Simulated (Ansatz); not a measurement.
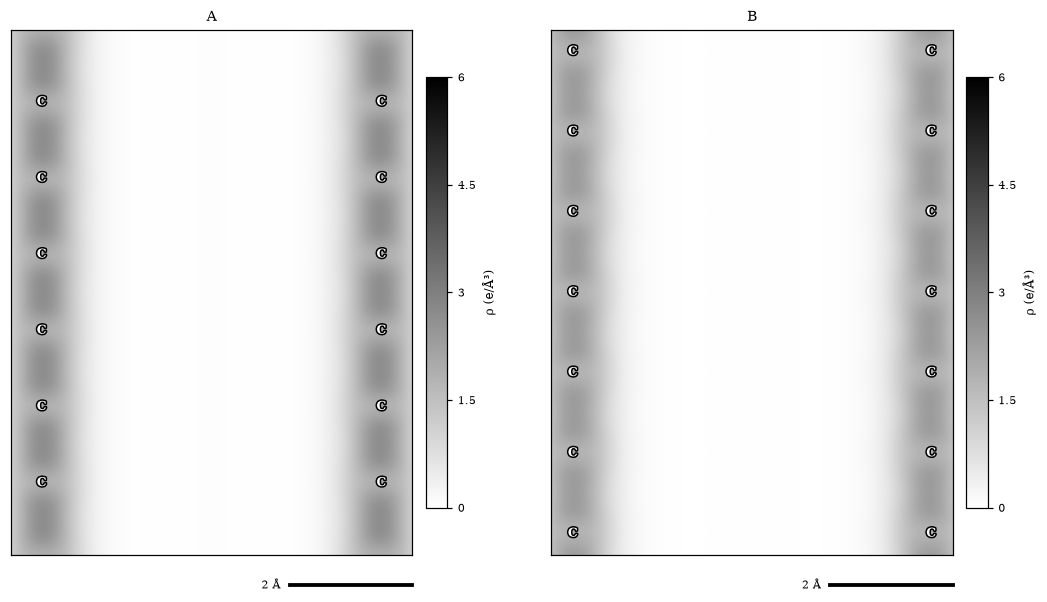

C. The valence charge density (pseudo) of two cells that differ in size, on the (010) plane of each (indices in the axes of the calculation cell), at one length scale and on one colour scale: B has 12.9 Å³ an atom and A 11.0.

Method: DFT, LDA (PW92), plane waves (420 eV) with PAW, scalar-relativistic in Ansatz 0.2.0.

In a PAW calculation such maps are meaningful between the atoms, not at the nuclei.

The larger cell:

```yaml
crystal:
  lattice:
    - [5.84317, 0.00000, 0.00000]
    - [-2.92159, 5.06034, 0.00000]
    - [0.00000, 0.00000, 1.30986]
  atoms:
    - { symbol: C, position: [0.00000, 0.00000, 0.00000] }
    - { symbol: C, position: [0.33333, 0.66667, 0.50000] }
    - { symbol: C, position: [0.66667, 0.33333, 0.50000] }
```

The smaller cell: a = 5.539 Å, b = 5.539 Å, c = 1.242 Å, α = 90.00°, β = 90.00°, γ = 120.00°.

**What does the compression do to the bonding and the properties?**

From the larger cell to the smaller, C–C goes from 1.31 to 1.24 Å, and the density at its midpoint from 2.3 to 2.7 e/Å³; the pressure goes from −13 to 19 GPa.
